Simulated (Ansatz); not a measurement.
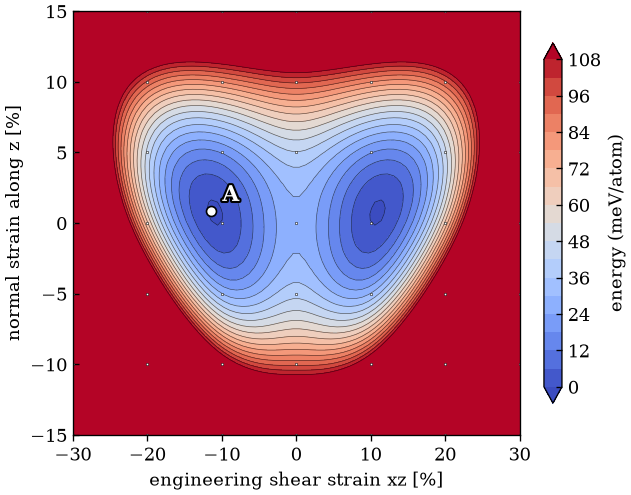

W (Fm-3m, No. 225; 1 atom in the cell). The energy is mapped over two homogeneous strains (x, y and z along the cube axes). The first coordinate is: engineering shear strain xz; the second: normal strain along z. Nothing is relaxed (symmetry fixes all fractional coordinates). The scan uses a 7 × 7 grid; 28 points were computed and 21 follow by symmetry. Points are written as (first, second). All energies are given in meV/atom relative to the lowest grid point. Theory: DFT PBEsol, scalar-relativistic, plane waves, PAW in Ansatz 0.2.0. Settings: cutoff 420 eV, k-mesh 20×20×20, gaussian smearing 0.15 eV, no spin polarisation.

Drawn: filled contours, dots at the grid points, one colour for all values above the top of the scale, the well A. Between grid points the surface is interpolated.

> Where is the minimum, and how stiff is the crystal against these two strains (in GPa)? Take the well at A.

The interpolated minimum is at −11.5 % and 0.9 %. Divided by the cell volume of 16.0 Å³, the second derivatives of the energy there are about 126 GPa along the first strain and 200 GPa along the second, with a cross term of about 53 GPa (clamped ions). Round the minimum the valley is somewhat tilted: raising engineering shear strain xz shifts the best value of normal strain along z downwards (coupling k₁₂/√(k₁₁k₂₂) about 0.3).

PAW datasets: the set soft_1.
